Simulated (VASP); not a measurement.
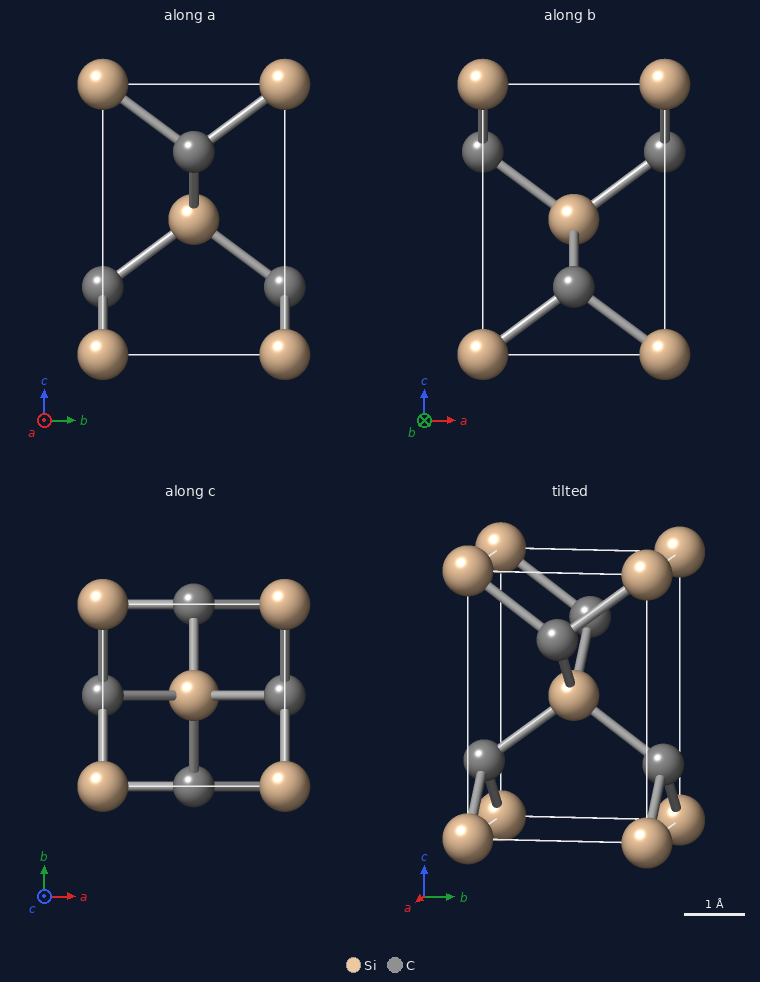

Ball-and-stick representation of a periodic structure, projected along the a axis, along the b axis, along the c axis and slightly off an axis. The edges of the conventional unit cell are marked.

Lattice parameters: a = 3.0802 Å, b = 3.0802 Å, c = 4.5739 Å, α = 90.000°, β = 90.000°, γ = 90.000°.

**Transcribe the picture into a CIF in P1 with every atom of the cell.**

```cif
data_structure
_symmetry_space_group_name_H-M 'P 1'
_symmetry_Int_Tables_number 1
_cell_length_a 3.0802
_cell_length_b 3.0802
_cell_length_c 4.5739
_cell_angle_alpha 90.000
_cell_angle_beta 90.000
_cell_angle_gamma 90.000
_cell_volume 43.40
loop_
_atom_site_label
_atom_site_type_symbol
_atom_site_fract_x
_atom_site_fract_y
_atom_site_fract_z
_atom_site_occupancy
Si1 Si 0.0000 0.0000 0.0000 1
C1 C 0.5000 0.0000 0.2500 1
Si2 Si 0.5000 0.5000 0.5000 1
C2 C 0.0000 0.5000 0.7500 1
```

The cell started as a structure type filled with these elements by a generator (whether the compound takes this form wasn't checked). The cell was then strained or its atoms displaced on purpose. VASP was used for an electronic-structure calculation on it.

At this level of theory the cell isn't at rest (stretched, at -7 GPa), so its distances can differ from those at equilibrium, the more so the softer the solid.
